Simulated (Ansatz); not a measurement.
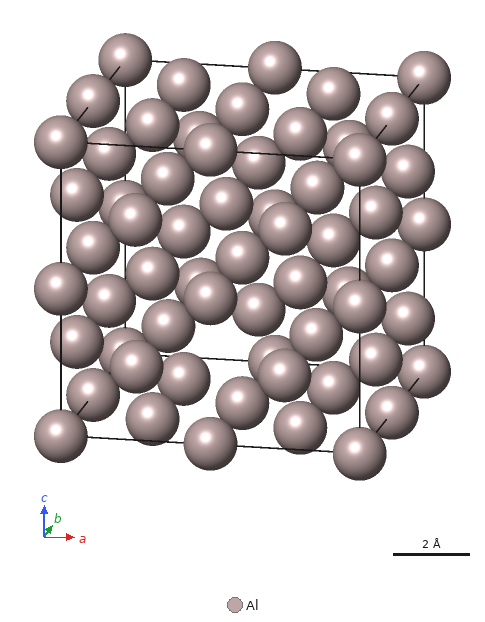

*The structure as given in the input (spheres-only view of the cell of the calculation, seen slightly off an axis). An atom can appear more than once, as a periodic image.*

Run report: Al, nudged elastic band

Al (defect cell, 31 atoms in the cell), computed with DFT PBE, scalar-relativistic, plane waves, PAW, PAW set soft_1 (Ansatz 0.2.0).

The run did not end well. One setting was made poor on purpose. It belongs to a series of runs on one base structure; here: an input spoilt on purpose.

### The program's output
```
Warning: neb: disabling space-group detection — the band's intermediate images generally break the endpoint symmetry, so no spatial operation reduces the k-mesh or symmetrises the density, except that a semilocal band can use its path's symmetry ahead of convergence; time reversal is kept, so that k and −k are solved as one point where they differ and the mesh holds both, and exact exchange and, on two spinor components, a DFT+U term hold to it where the run has them: on two components no moment then forms, and a state that bears one, which a typed moment (crystal.atoms[].spin; refused beside efield: under a hybrid functional) reaches, can lie lower, under hf by electronvolts; crystal.symmetry.detect: false (a key that needs symmetry detection or time reversal refuses this as the deck is read) with time_reversal: false beside it drops time reversal too
Warning: between the path's two end points as given, atom 30 moves 9.499 Å, but a periodic copy of its final position lies 4.955 Å from its initial position (atoms with a nearer copy: 18). The path is placed between the positions as given. If the final geometry was wrapped back into the cell, it goes the long way round and its barrier is wrong: give each position of final_atoms that was wrapped, be it another atom's, in the copy that is meant, in a crystal or on a slab the one nearest to the atom's initial position, of atoms alone in their cell the one beside the others as in crystal.atoms, all in one place with crystal.atoms. If the atom really moves that far, or all atoms stand shifted by as much, ignore this warning
band count auto-derived: 86 (N_el = 93.0; filled up to band 47; 78 by the electrons, moments and atoms)
Engine: ansatz 0.2.0, aarch64-unknown-linux-gnu
Pseudopotentials: kind: paw
Pseudopotential: Al, paw, valence charge 3, recommended cutoff 420 eV (normal), [file]
Functional definition: PBE
  parameter kappa = 0.804
  parameter beta = 0.06672455060314922
  exchange = pbe_x(kappa = kappa, mu = beta*pi^2/3)
  correlation = pbe_c(beta = beta)
NEB image 0
Crystal: 31 atoms, lattice volume = 531.441 Å³
Basis set: ecut = 420 eV, 10395 PW (Γ), exchange–correlation on 120×120×120 points (8 copies of the dense FFT grid, shifted against one another)
Bands: 86, of which v1, the nominal top of the filled ones, is band 47 counted from 1 (46 counted from 0)
Symmetry: 1 space group operations
k-points: 14 of 27 (time reversal used)
Non-local potential: Al, projectors of the file, l = 0: 2, l = 1: 2, l = 2: 1
PAW form: soft (Blöchl's): semilocal exchange-correlation on the pseudo side does not see the compensation charge
PAW one-centre angular grid: Al, 110 points (default); XC on 64 Gauss nodes
Initial density: superposition of atomic densities (chi_scale 0.1, normalization cell)
Initial wavefunctions: pseudopotential atomic-orbital guess
Functional: x = pbe(κ = 0.804, μ = 0.2195149727645171), c = pbe(β = 0.06672455060314922)
SCF iter   1: F=—  HF=-16663.963710 eV  |F-HF|=—  |Δ(HF+E_count)|=         —  Δρ=2.23e-2  dr2=3.74e0  ethr=3.10e-3  ⟨swp⟩=6.6  Hψ=6027  notcnv=0  defer=8
preconditioner: auto → Kerker (q_TF=auto, 2.040 Å⁻¹)  [metal: Δε(μ)=0.183 eV  Ē_g=7.178 eV  σ=0.150 eV  W_gap=0.27  n_scr=80 (ndim 8)  ℏωp=15.5 eV  f_vac=0.000  D(μ)=10.14/eV (n_scr^D=56)]
SCF iter   2: F=—  HF=-16663.443870 eV  |F-HF|=—  |Δ(HF+E_count)|=   5.20e-1  Δρ=1.47e-2  dr2=1.58e0  ethr=3.10e-3  ⟨swp⟩=1.1  Hψ=1389  notcnv=0  defer=8
SCF iter   3: F=—  HF=-16662.804376 eV  |F-HF|=—  |Δ(HF+E_count)|=   6.39e-1  Δρ=9.06e-4  dr2=7.65e-3  ethr=1.70e-3  ⟨swp⟩=1.9  Hψ=1280  notcnv=0  defer=17
SCF iter   4: F=—  HF=-16662.804341 eV  |F-HF|=—  |Δ(HF+E_count)|=   3.48e-5  Δρ=3.45e-4  dr2=1.40e-3  ethr=8.23e-6  ⟨swp⟩=2.1  Hψ=1728  notcnv=0  defer=17
SCF iter   5: F=—  HF=-16662.804668 eV  |F-HF|=—  |Δ(HF+E_count)|=   3.27e-4  Δρ=1.03e-4  dr2=2.49e-4  ethr=1.51e-6  ⟨swp⟩=2.1  Hψ=1506  notcnv=0  defer=17
SCF iter   6: F=—  HF=-16662.804702 eV  |F-HF|=—  |Δ(HF+E_count)|=   3.42e-5  Δρ=3.18e-5  dr2=1.50e-5  ethr=2.68e-7  ⟨swp⟩=2.0  Hψ=1441  notcnv=0  defer=17
SCF iter   7: F=—  HF=-16662.804399 eV  |F-HF|=—  |Δ(HF+E_count)|=   3.03e-4  Δρ=3.83e-6  dr2=1.77e-7  ethr=1.61e-8  ⟨swp⟩=2.1  Hψ=1773  notcnv=0  defer=53
SCF iter   8: F=-16662.804399 eV  HF=-16662.804399 eV  |F-HF|=1.39e-9  |Δ(HF+E_count)|=   2.82e-8  Δρ=7.04e-7  dr2=4.76e-9  ethr=1.08e-10  ⟨swp⟩=4.0  Hψ=3206  notcnv=0
SCF 1 converged in 8 iterations: F = -16662.804399 eV  dr2 = 4.76e-9
  greatest PAW one-centre occupation: 0.451 electrons in one spin orbital (limit 2), on the Al atom at site 1 (counted from 0), in its partial waves of l = 0
NSCF: frozen V_eff on 14 k-points
NEB image 2
SCF iter   1: F=—  HF=-16663.949908 eV  |F-HF|=—  |Δ(HF+E_count)|=         —  Δρ=2.23e-2  dr2=3.68e0  ethr=3.10e-3  ⟨swp⟩=6.6  Hψ=6043  notcnv=0  defer=10
preconditioner: auto → Kerker (q_TF=auto, 2.040 Å⁻¹)  [metal: Δε(μ)=0.184 eV  Ē_g=7.176 eV  σ=0.150 eV  W_gap=0.27  n_scr=80 (ndim 8)  ℏωp=15.5 eV  f_vac=0.000  D(μ)=10.17/eV (n_scr^D=56)]
SCF iter   2: F=—  HF=-16663.437506 eV  |F-HF|=—  |Δ(HF+E_count)|=   5.12e-1  Δρ=1.47e-2  dr2=1.56e0  ethr=3.10e-3  ⟨swp⟩=1.1  Hψ=1389  notcnv=0  defer=8
SCF iter   3: F=—  HF=-16662.802809 eV  |F-HF|=—  |Δ(HF+E_count)|=   6.35e-1  Δρ=8.92e-4  dr2=7.41e-3  ethr=1.67e-3  ⟨swp⟩=1.7  Hψ=1278  notcnv=0  defer=18
SCF iter   4: F=—  HF=-16662.802633 eV  |F-HF|=—  |Δ(HF+E_count)|=   1.76e-4  Δρ=3.38e-4  dr2=1.35e-3  ethr=7.97e-6  ⟨swp⟩=2.1  Hψ=1728  notcnv=0  defer=18
SCF iter   5: F=—  HF=-16662.802941 eV  |F-HF|=—  |Δ(HF+E_count)|=   3.08e-4  Δρ=1.02e-4  dr2=2.35e-4  ethr=1.45e-6  ⟨swp⟩=2.3  Hψ=1561  notcnv=0  defer=18
SCF iter   6: F=—  HF=-16662.802981 eV  |F-HF|=—  |Δ(HF+E_count)|=   4.03e-5  Δρ=2.94e-5  dr2=1.25e-5  ethr=2.52e-7  ⟨swp⟩=2.0  Hψ=1441  notcnv=0  defer=18
SCF iter   7: F=—  HF=-16662.802680 eV  |F-HF|=—  |Δ(HF+E_count)|=   3.01e-4  Δρ=3.70e-6  dr2=1.49e-7  ethr=1.34e-8  ⟨swp⟩=2.0  Hψ=1718  notcnv=0  defer=53
SCF iter   8: F=-16662.802680 eV  HF=-16662.802680 eV  |F-HF|=1.50e-9  |Δ(HF+E_count)|=   3.11e-8  Δρ=6.76e-7  dr2=4.55e-9  ethr=1.08e-10  ⟨swp⟩=4.0  Hψ=3200  notcnv=0
SCF 2 converged in 8 iterations: F = -16662.802680 eV  dr2 = 4.55e-9
  greatest PAW one-centre occupation: 0.451 electrons in one spin orbital (limit 2), on the Al atom at site 16 (counted from 0), in its partial waves of l = 0
NSCF: frozen V_eff on 14 k-points
NEB end point (image 0): max|allowed force component| = 5.809e-3 eV/Å (the criterion of neb.relax_end_points is 1.000e-2)
NEB end point (image 2): max|allowed force component| = 2.520e-2 eV/Å (the criterion of neb.relax_end_points is 1.000e-2)
NEB image 1
Step failed. What follows is not a result of the run: it is the report of the last solve that finished, which converged after 8 SCF iterations.
Free energy (F): -16662.802680 eV
Harris-Foulkes:  -16662.802680 eV  (|F-HF|=1.50e-9)
Internal energy: -16661.997985 eV  (E = F + TS)
E sigma→0 (E₀):  -16662.400332 eV
Entropy (-TS):   -0.804695 eV (-25.958 meV/atom)
Fermi energy:    7.402407 eV
--- Per-component energies (eV) ---
  E_band       = 294.323946
  E_kinetic    = 686.586314
  E_local      = 264.483076  (includes V_loc(G=0)·N_el)
  E_nonlocal   = 309.847586
  E_hartree    = 19.067625
  E_xc         = -1162.697856
  E_vxc        = -896.834564  (∫ρ·V_xc dr)
  E_paw        = -14550.992514  (= ΣΔE_a)
  E_vpaw       = -107.893807  (= ΣTr[D̂ρ^β])
  E_aug_tail   = -0.000065  (compensation charges beyond the density's cutoff)
  E_ewald      = -2228.292150
  E_smearing   = -0.804695  (= −TS)
  E_closure    = -0.000000  (closes the sum)
  Σ components = -16662.802680   (vs F -16662.802680, Δ=0.00e0)
--- Forces (eV/Å), atoms counted from 1 ---
  atom   1  Al     0.01747145    -0.01747125     0.00000002
  atom   2  Al    -0.01747146    -0.01747127    -0.00000000
  atom   3  Al    -0.00000004    -0.00000021    -0.00000004
  atom   4  Al     0.01747146     0.01747125    -0.00000007
  atom   5  Al     0.00000003     0.02520303     0.02520287
  atom   6  Al    -0.02520279    -0.00000037     0.02520284
  atom   7  Al    -0.02520284     0.02520306    -0.00000009
  atom   8  Al     0.00000003    -0.00000023    -0.00000001
  atom   9  Al    -0.01747143     0.01747120    -0.00000009
  atom  10  Al    -0.00000002     0.00000027    -0.00000008
  atom  11  Al    -0.00000002    -0.01747125    -0.01747142
  atom  12  Al     0.02520280    -0.00000018     0.02520281
  atom  13  Al    -0.00000014    -0.02520310     0.02520285
  atom  14  Al     0.01747150     0.00000036    -0.01747148
  atom  15  Al     0.02520285     0.02520301    -0.00000007
  atom  16  Al     0.02520286    -0.02520304     0.00000001
  atom  17  Al    -0.02520286    -0.02520310    -0.00000003
  atom  18  Al    -0.00000000     0.02520301    -0.02520281
  atom  19  Al    -0.02520285    -0.00000028    -0.02520275
  atom  20  Al     0.00000003     0.00000024    -0.00000000
  atom  21  Al     0.00000011     0.01747125    -0.01747145
  atom  22  Al    -0.01747148     0.00000024    -0.01747139
  atom  23  Al     0.00000004    -0.00000028    -0.00000006
  atom  24  Al    -0.00000011     0.00000027     0.00000002
  atom  25  Al    -0.00000000    -0.01747126     0.01747149
  atom  26  Al     0.02520286    -0.00000011    -0.02520277
  atom  27  Al    -0.00000016    -0.02520307    -0.02520277
  atom  28  Al     0.01747141     0.00000030     0.01747153
  atom  29  Al     0.00000009     0.00000028    -0.00000005
  atom  30  Al     0.00000015     0.01747124     0.01747152
  atom  31  Al    -0.01747141     0.00000016     0.01747147
  max |Σ_I F_I| component: 1.83e-7 eV/Å
--- Band table (eV; the first three rows and the last of 14) ---
  k-point 0: bands = ["-3.4201", "-1.2593", "-1.2593", "-1.2242", "-1.2242", "-1.2242", "-0.8877", "0.9269", "0.9269", "0.9329", "0.9329", "0.9329", "0.9595", "0.9595", "0.9595", "1.1031", "1.1031", "1.1031", "1.8596", "2.9823", "3.1851", "3.1851", "3.1851", "3.2373", "3.2373", "3.2373", "3.9770", "4.8020", "4.8020", "4.8020", "6.0459", "6.0459", "6.2924", "6.7346", "6.7346", "6.7346", "6.7524", "6.7524", "6.7524", "6.8146", "6.8146", "6.8146", "7.0994", "7.0994", "7.0994", "7.8332", "7.8923", "7.8923", "7.8923", "7.9135", "7.9135", "8.6553", "8.6553", "8.6553", "8.6560", "8.6560", "8.7233", "8.7879", "8.7879", "8.7879", "8.8263", "8.8263", "9.0524", "9.0524", "9.0524", "9.3329", "9.3329", "9.3329", "9.3625", "10.3436", "10.3436", "10.3436", "10.3817", "10.3817", "10.3817", "10.4722", "10.4722", "10.6368", "10.6368", "10.6368", "12.1067", "12.9393", "12.9393", "12.9393", "13.1930", "13.1932"]
  k-point 1: bands = ["-3.1779", "-2.4133", "-1.0131", "-0.9817", "-0.9817", "-0.8267", "-0.2762", "-0.2336", "-0.2336", "0.0923", "0.5313", "1.1746", "1.2640", "1.2640", "1.4315", "1.9017", "2.0191", "2.0191", "2.2113", "2.6312", "2.6760", "2.6760", "2.7837", "3.2372", "4.7518", "4.7661", "4.7661", "4.7807", "4.8103", "4.8103", "5.0744", "5.0744", "5.1707", "5.2246", "5.7306", "5.7306", "6.2820", "6.4457", "6.8523", "6.9179", "6.9532", "6.9532", "6.9645", "7.0253", "7.0457", "7.1622", "7.1622", "7.5474", "7.6555", "7.7789", "7.9568", "7.9568", "8.3610", "8.3610", "8.5072", "8.5831", "8.6320", "8.6803", "8.6803", "9.2579", "9.2579", "9.2628", "9.6893", "9.9578", "10.2586", "10.4207", "10.5175", "10.5419", "10.5419", "10.6001", "10.6001", "10.6583", "10.9021", "10.9021", "11.1634", "11.8577", "11.9330", "11.9811", "11.9811", "12.0026", "12.1735", "12.3538", "12.4963", "12.5469", "12.6714", "12.7284"]
  k-point 2: bands = ["-3.1779", "-2.4133", "-1.0131", "-0.9817", "-0.9817", "-0.8267", "-0.2762", "-0.2336", "-0.2336", "0.0923", "0.5313", "1.1746", "1.2640", "1.2640", "1.4315", "1.9017", "2.0191", "2.0191", "2.2113", "2.6312", "2.6760", "2.6760", "2.7837", "3.2372", "4.7518", "4.7661", "4.7661", "4.7807", "4.8103", "4.8103", "5.0744", "5.0744", "5.1707", "5.2246", "5.7306", "5.7306", "6.2820", "6.4457", "6.8523", "6.9179", "6.9532", "6.9532", "6.9645", "7.0253", "7.0457", "7.1622", "7.1622", "7.5474", "7.6555", "7.7789", "7.9568", "7.9568", "8.3610", "8.3610", "8.5072", "8.5831", "8.6320", "8.6803", "8.6803", "9.2579", "9.2579", "9.2628", "9.6893", "9.9578", "10.2586", "10.4207", "10.5175", "10.5419", "10.5419", "10.6001", "10.6001", "10.6583", "10.9021", "10.9021", "11.1634", "11.8577", "11.9330", "11.9811", "11.9811", "12.0026", "12.1735", "12.3538", "12.4963", "12.5468", "12.6713", "12.7284"]
  k-point 13: bands = ["-2.6926", "-1.9826", "-1.9826", "-1.8404", "-1.2395", "-1.2395", "-0.9812", "-0.3337", "0.9529", "0.9529", "1.0895", "1.6539", "1.6539", "1.6838", "1.7727", "1.7727", "2.0581", "2.4888", "2.4888", "2.6558", "3.1765", "3.1765", "3.2591", "3.7914", "3.7914", "3.8193", "3.9768", "3.9768", "4.1190", "4.4238", "4.4238", "4.7025", "4.7025", "4.7744", "5.1772", "5.3646", "5.3646", "5.7179", "6.6451", "6.6543", "6.6543", "6.8281", "6.8665", "6.8665", "7.3488", "7.3948", "7.3948", "7.6833", "7.6833", "7.7696", "8.1786", "8.6983", "8.6983", "8.8160", "9.1446", "9.1446", "9.2058", "9.4612", "9.4612", "9.6598", "9.6598", "9.6924", "9.8468", "9.8827", "9.8827", "9.9541", "10.1919", "10.3193", "10.3193", "10.7139", "10.7139", "10.8079", "12.1842", "12.3263", "12.3263", "12.4107", "12.4107", "12.4605", "12.4876", "12.5059", "12.5059", "12.5437", "12.5437", "12.7777", "12.8627", "12.9123"]
End of that report.
Error: SCF: the overlap matrix is not positive definite, so this SCF or pass stopped before solving anything: energies and bands computed with it would not be physical. With PAW pseudopotential files every eigenvalue of that matrix must be above 0; at 14 of 14 k-points the lowest is not, and the worst, at k-point 11 (counted from zero), is -6.9e-1 (as computed, with no allowance for rounding). The cause is the files, the structure or the cutoff, not the eigensolver. Where the projector spheres of two atoms overlap (a projector without an augmentation charge has none), move the closest atoms apart or use files with smaller projector spheres; norm-conserving files (hamiltonian.pseudopotentials.kind: nc; spin-orbit decks: nc_fr) cure it whatever the cause. No result of this SCF or pass is written
```

This output came from the following input.

### Input file
```yaml
crystal:
  lattice:
    - [8.1, 0.0, 0.0]
    - [0.0, 8.1, 0.0]
    - [0.0, 0.0, 8.1]
  atoms:
    - { symbol: Al, position: [0.49990343, 0.00198147, 0.00201445] }
    - { symbol: Al, position: [0.74717725, 0.24939352, 0.00208985] }
    - { symbol: Al, position: [0.74724827, 0.00199497, 0.24934675] }
    - { symbol: Al, position: [-0.00016044, -0.00128366, -0.00123675] }
    - { symbol: Al, position: [0.25261803, 0.24933516, 0.00214269] }
    - { symbol: Al, position: [0.49982153, 0.49676642, 0.00200791] }
    - { symbol: Al, position: [0.75038371, 0.74943288, -0.00123284] }
    - { symbol: Al, position: [0.25250176, 0.00188474, 0.24938436] }
    - { symbol: Al, position: [0.74724305, 0.49685936, 0.24935027] }
    - { symbol: Al, position: [0.49985882, 0.00200857, 0.49667289] }
    - { symbol: Al, position: [0.74726078, 0.24950056, 0.49664647] }
    - { symbol: Al, position: [0.75051266, -0.00090228, 0.7492893] }
    - { symbol: Al, position: [-0.00011384, 0.49985606, -0.00120849] }
    - { symbol: Al, position: [0.24929293, 0.74929979, -0.00109755] }
    - { symbol: Al, position: [-3.303e-05, 0.24927864, 0.24928127] }
    - { symbol: Al, position: [0.25253039, 0.49663887, 0.2494911] }
    - { symbol: Al, position: [0.49981155, 0.74934597, 0.24939357] }
    - { symbol: Al, position: [-7.358e-05, -0.00120563, 0.49985971] }
    - { symbol: Al, position: [0.25265632, 0.24934188, 0.49678323] }
    - { symbol: Al, position: [0.49998704, 0.49683485, 0.49676706] }
    - { symbol: Al, position: [0.75052363, 0.74950059, 0.50001174] }
    - { symbol: Al, position: [0.24919286, -0.00124786, 0.74943959] }
    - { symbol: Al, position: [0.49978398, 0.24941385, 0.74935059] }
    - { symbol: Al, position: [0.75039084, 0.49995964, 0.74944209] }
    - { symbol: Al, position: [-0.00014999, 0.74922277, 0.24933742] }
    - { symbol: Al, position: [-0.00012368, 0.4998283, 0.49995479] }
    - { symbol: Al, position: [0.24923352, 0.74932822, 0.50004788] }
    - { symbol: Al, position: [-4.805e-05, 0.2493944, 0.74940021] }
    - { symbol: Al, position: [0.2493283, 0.50002876, 0.74940724] }
    - { symbol: Al, position: [0.49988013, 0.74952276, 0.74936334] }
    - { symbol: Al, position: [-0.00024257, 0.74929093, 0.74940896] }
basis:
  ecutwfc: 420.0
kpoints:
  mp_grid: { grid: [3, 3, 3] }
hamiltonian:
  xc: pbe
  pseudopotentials: { kind: paw, azcp: { folder: soft_1 } }
scf:
  occupations: { method: fermi_dirac, width: 0.15 }
  lower_state_search: "off"
  max_iter: 100
neb:
  images: 1
  f_tol: 0.05
  max_iterations: 8
  order_check: false
  final_atoms:
    - { symbol: Al, position: [-0.0008123, 0.7508123, 0.75] }
    - { symbol: Al, position: [0.5008123, 0.7508123, 0.75] }
    - { symbol: Al, position: [0.25, 0.5, 0.75] }
    - { symbol: Al, position: [-0.0008123, 0.2491877, 0.75] }
    - { symbol: Al, position: [0.25, 0.74680439, 0.49680439] }
    - { symbol: Al, position: [0.00319561, 0.5, 0.49680439] }
    - { symbol: Al, position: [0.00319561, 0.74680439, 0.25] }
    - { symbol: Al, position: [0.75, 0.5, 0.75] }
    - { symbol: Al, position: [0.5008123, 0.2491877, 0.75] }
    - { symbol: Al, position: [0.25, 0.0, 0.75] }
    - { symbol: Al, position: [0.75, 0.7508123, 0.5008123] }
    - { symbol: Al, position: [0.49680439, 0.5, 0.49680439] }
    - { symbol: Al, position: [0.25, 0.25319561, 0.49680439] }
    - { symbol: Al, position: [-0.0008123, 0.0, 0.5008123] }
    - { symbol: Al, position: [0.49680439, 0.74680439, 0.25] }
    - { symbol: Al, position: [0.49680439, 0.25319561, 0.25] }
    - { symbol: Al, position: [0.00319561, 0.25319561, 0.25] }
    - { symbol: Al, position: [0.25, 0.74680439, 0.00319561] }
    - { symbol: Al, position: [0.00319561, 0.5, 0.00319561] }
    - { symbol: Al, position: [0.75, 0.0, 0.75] }
    - { symbol: Al, position: [0.75, 0.2491877, 0.5008123] }
    - { symbol: Al, position: [0.5008123, 0.0, 0.5008123] }
    - { symbol: Al, position: [0.75, 0.5, 0.25] }
    - { symbol: Al, position: [0.25, 0.0, 0.25] }
    - { symbol: Al, position: [0.75, 0.7508123, -0.0008123] }
    - { symbol: Al, position: [0.49680439, 0.5, 0.00319561] }
    - { symbol: Al, position: [0.25, 0.25319561, 0.00319561] }
    - { symbol: Al, position: [-0.0008123, 0.0, -0.0008123] }
    - { symbol: Al, position: [0.75, 0.0, 0.25] }
    - { symbol: Al, position: [0.75, 0.2491877, -0.0008123] }
    - { symbol: Al, position: [0.5008123, 0.0, -0.0008123] }
```

Launched with:
```bash
ansatz run input.yaml --threads 4 --pin off --max-ram 10240MiB --backend cpu --events-out ev --progress --plain --runs-dir out
```

### What the run reported

| quantity | value |
| --- | --- |
| outcome | ended with an error |
| hardware | 4 threads of Arm Neoverse V2, 24 GiB of memory available, shared host |
| wall time | 39 s (CPU time 2.6 min) |
| peak memory | 1.6 GiB |

### What went wrong

The run ended with an error: “SCF: the overlap matrix is not positive definite, so this SCF or pass stopped before solving anything: energies and bands computed with it would not be physical. With PAW pseudopotential files every eigenvalue of that matrix must be above 0; at 14 of 14 k-points the lowest is not, and the worst, at k-point 11 (counted from zero), is -6.9e-1 (as computed, with no allowance for rounding) …” A deliberately poor setting: bad input.
